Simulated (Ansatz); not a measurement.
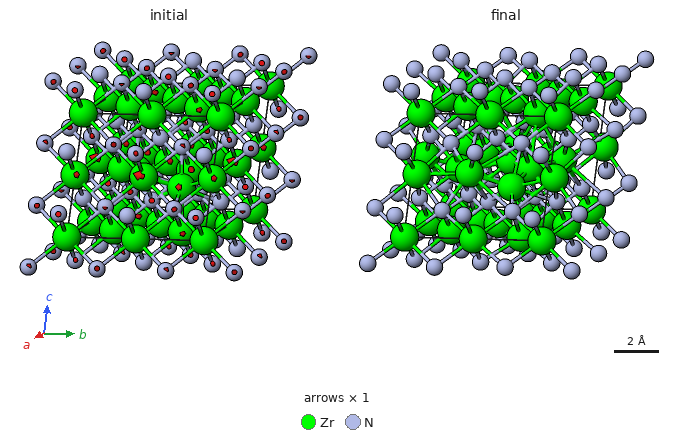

The structure of a defect cell of composition Zr9N8 before (left) and after (right) a relaxation, at one scale. The red arrows give the displacements, at their true length.

Style: ball-and-stick. Shown: the larger cell on standard axes (2 times the calculation's cell) (origin shifted), slightly off an axis.

Case: Zr interstitial, charge +0, atoms relaxed. The atoms of the start lie slightly off their symmetric places, so part of the fall in energy undoes that.

Method: DFT PBE, scalar-relativistic, plane waves, PAW in Ansatz.

The input:
```yaml
crystal:
  lattice:
    - [0.0, 4.5945978683, -4.5945978683]
    - [4.5945978683, 4.5945978683, 0.0]
    - [4.5945978683, 0.0, -4.5945978683]
  atoms:
    - { symbol: Zr, position: [0.25, 0.75, 0.25] }
    - { symbol: Zr, position: [0.25, 0.25, 0.25] }
    - { symbol: Zr, position: [0.75, 0.75, 0.25] }
    - { symbol: Zr, position: [0.75, 0.25, 0.25] }
    - { symbol: Zr, position: [0.25, 0.75, 0.75] }
    - { symbol: Zr, position: [0.25, 0.25, 0.75] }
    - { symbol: Zr, position: [0.75, 0.75, 0.75] }
    - { symbol: Zr, position: [0.75, 0.25, 0.75] }
    - { symbol: "N", position: [0.5, 0.5, 0.0] }
    - { symbol: "N", position: [0.5, 0.0, 0.0] }
    - { symbol: "N", position: [1.0, 0.5, 0.0] }
    - { symbol: "N", position: [1.0, 0.0, 0.0] }
    - { symbol: "N", position: [0.5, 0.5, 0.5] }
    - { symbol: "N", position: [0.5, 0.0, 0.5] }
    - { symbol: "N", position: [1.0, 0.5, 0.5] }
    - { symbol: "N", position: [1.0, 0.0, 0.5] }
    - { symbol: Zr, position: [0.8706362128, 0.3913068482, 0.8823413045] }
basis:
  ecutwfc: 420
  xc_grid: 2
kpoints:
  mp_grid: { grid: [4, 4, 4], shift: [0.0, 0.0, 0.0] }
hamiltonian:
  xc: pbe
scf:
  occupations: { method: gaussian, width: 0.1 }
output:
  forces: true
  stress: false
  eigenvalues: true
relax:
  adjacent_minimum: "off"
  f_tol: 0.02
  max_steps: 60
```

Launched with:
```bash
ansatz run input.yaml --threads 4 --pin off --max-ram 10240MiB --backend cpu --events-out ev --progress --plain --runs-dir out
```

What changed between the two?

Zr7 moves most: 0.58 Å along [1 −2 1]. Largest moves by element: Zr 0.58 Å, N 0.20 Å. The cell doesn't change. Among the contacts that change: Zr4–Zr7 3.249 → 3.987 Å, Zr4–Zr7 (another image) 3.249 → 2.532 Å, Zr7–N11 2.297 → 2.851 Å, Zr4–Zr17 1.954 → 2.414 Å. Among the angles between lasting bonds that change: Zr4–N14–Zr7 90.0° → 70.5°, Zr6–N14–Zr7 90.0° → 70.5°, Zr2–N14–Zr7 180.0° → 161.1°. After 10 accepted moves (12 points after the start) the energy has fallen by 13.988 eV per cell of the calculation. Largest force component: 14 eV/Å at the start, 0.018 eV/Å at the end. The line search rejected the trial steps at points 7, 11 of the run.

Limits of the set-up: the periodic images lie only 6.5 Å apart, so the values are limited by the cell's size.
